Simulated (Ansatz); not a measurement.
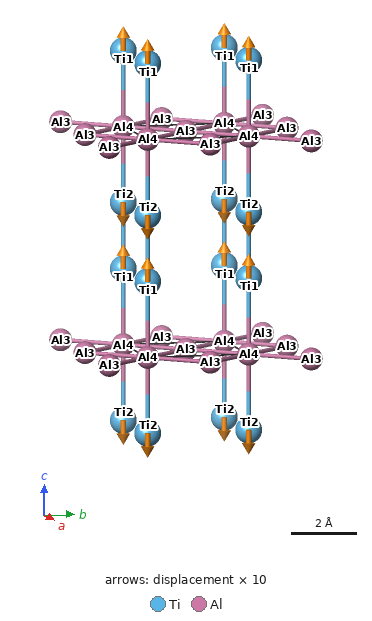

This is a relaxation of a crystal of TiAl (a generated structure, set up in Cmmm) (coarse preliminary run). The starting structure is drawn; orange arrows show the displacements (the part carried along by the change of the cell is left out), magnified 10 times.

The picture is a ball-and-stick view of the cell of the calculation, seen slightly off an axis.

Level of theory: DFT PBE, scalar-relativistic, plane waves, PAW (Ansatz).

Input
```yaml
crystal:
  lattice:
    - [2.26848591, -2.29414538, 0.0]
    - [2.26848591, 2.29414538, 0.0]
    - [0.0, 0.0, 6.8075546]
  atoms:
    - { symbol: Ti, position: [0.0, 0.0, 0.34770575] }
    - { symbol: Ti, position: [0.0, 0.0, 0.65229425] }
    - { symbol: Al, position: [0.5, 0.5, 0.0] }
    - { symbol: Al, position: [0.0, 0.0, 0.0] }
basis:
  ecutwfc: 420
kpoints:
  mp_grid: { grid: [6, 6, 4] }
hamiltonian:
  xc: pbe
scf:
  occupations: { method: gaussian, width: 0.1 }
  lower_state_search: "off"
output:
  forces: true
  stress: true
  eigenvalues: true
relax:
  adjacent_minimum: "off"
  f_tol: 0.04
  max_steps: 70
  cell: { stress_tol: 0.4 }
```

Command:
```bash
ansatz run input.yaml --threads 1 --pin off --max-ram 2560MiB --backend cpu --events-out ev --progress --plain --runs-dir out
```

What did the optimiser do to the structure, and how much energy did it gain?

Over 6 accepted moves (9 points after the start) the energy falls by 244 meV per atom. The largest force component goes from 0.33 to 0.0027 eV/Å. Pressure: 18.51 GPa at the start and 0.04 GPa at the end. The line search rejected the trial step at point 4 of the run. At 2 points the geometry stayed and the basis and grid were re-selected for the new cell (energy shift of 4.7 meV per atom at most each time). The largest moves relative to the cell, 0.077 Å, are those of Ti1 and Ti2. Ti1 goes along +c. Al stays in place. Cell: a = b 3.226 → 3.558 Å (+10.3 %), c 6.808 → 7.035 Å (+3.3 %), γ 90.6° → 90.0°. Volume +25.7 %. Some distances before and after: Al3–Al4 2.268 → 2.516 Å, Al3–Al4 (another image) 2.294 → 2.517 Å, Ti1–Al4 2.367 → 2.523 Å, Ti1–Ti2 2.074 → 1.989 Å. The space group (tolerance 0.01 Å) goes from Cmmm (No. 65) to P4/mmm (No. 123).
